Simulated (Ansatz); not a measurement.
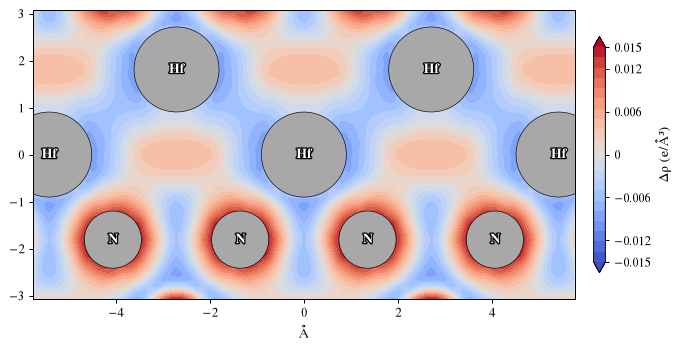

HfN. Difference of the valence pseudo-densities of two functionals at the same geometry, on the (110) plane of the calculation cell: one of HSE06 and r2SCAN0 less the other.

Space group P6₃/mmc; a structure from a database of computed crystals, not necessarily the ambient phase.

Both computed with Ansatz (plane waves, PAW), on the same k-point mesh. Grey discs cover the atomic cores.

```
Hf N
1.0
     3.13391    0.00000    0.00000
    -1.56695    2.71404    0.00000
     0.00000    0.00000    5.41677
Hf N
2 2
Direct
  0.33333 0.66667 0.25000
  0.66667 0.33333 0.75000
  0.00000 0.00000 0.50000
  0.00000 0.00000 0.00000
```

### Which was subtracted from which, and what does the map show?

It is r2SCAN0 less HSE06. Against HSE06, r2SCAN0 gives less density around Hf (−0.004 e/Å³ on average at 1.2 Å from the nucleus), more density around N (+0.009 e/Å³ on average at 0.8 Å from the nucleus) and more density in the space between the atoms (+0.003 e/Å³ on average).
